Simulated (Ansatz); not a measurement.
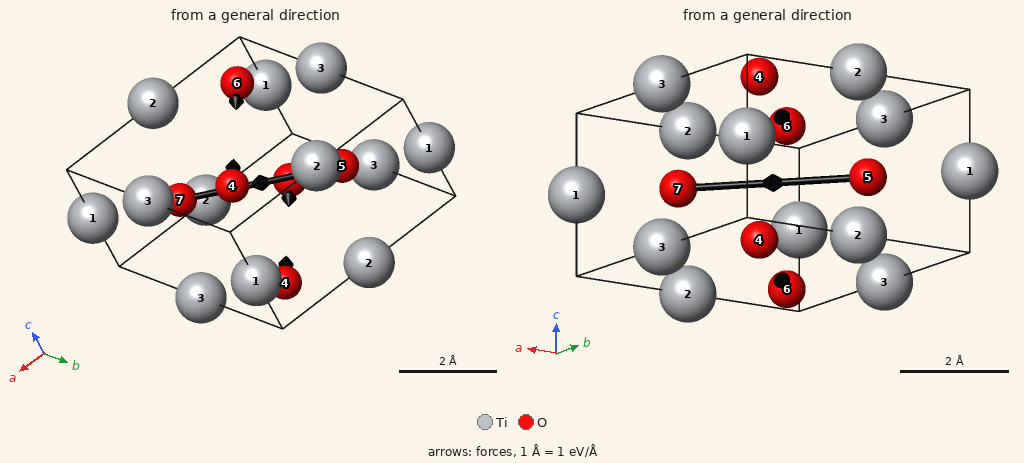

Structure drawing (spheres-only), viewed from two general directions. The parallelepiped is the simulation cell. The arrows are the computed forces on the atoms.

System: Ti₃O₄. Method used: DFT PBEsol, scalar-relativistic, plane waves, PAW in Ansatz 0.2.0. It ran with 420 eV cutoff, k-grid 8×8×14, Gaussian smearing of 0.15 eV, no spin polarisation.

Are the atoms in equilibrium?

No. The atoms still feel forces of up to about 1.8 eV/Å, far above a usual threshold of 0.01 to 0.03 eV/Å.

Find the atom with the largest force.

O5 and O7, about 1.8 eV/Å.

Its origin is a structure listed in the Materials Project. The cell was then strained or its atoms displaced on purpose. It was run through Ansatz as a DFT input.
